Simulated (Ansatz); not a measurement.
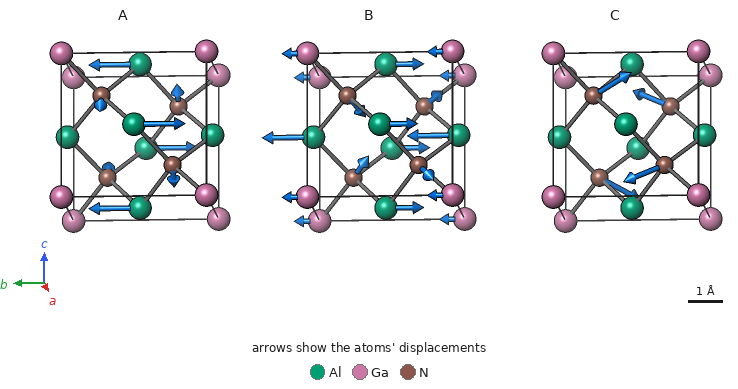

Modes of solid Al₃GaN₄, space group P-43m (No. 215), at the zone centre (one member of each degenerate set). Displacements are drawn as blue arrows; their common scale and sign are arbitrary. Style: ball-and-stick. Shown: the cell of the calculation, from a free direction.

Computed with Ansatz, DFT LDA, scalar-relativistic, plane waves, PAW.

Frequencies are those without the non-analytic (LO–TO) term.

Question: Which are infrared-active and which Raman-active?

Answer: A is T₁, silent by symmetry (neither infrared- nor Raman-active) (335 cm⁻¹). B is T₂, infrared- and Raman-active by symmetry (528 cm⁻¹). C is E, Raman-active by symmetry (717 cm⁻¹).
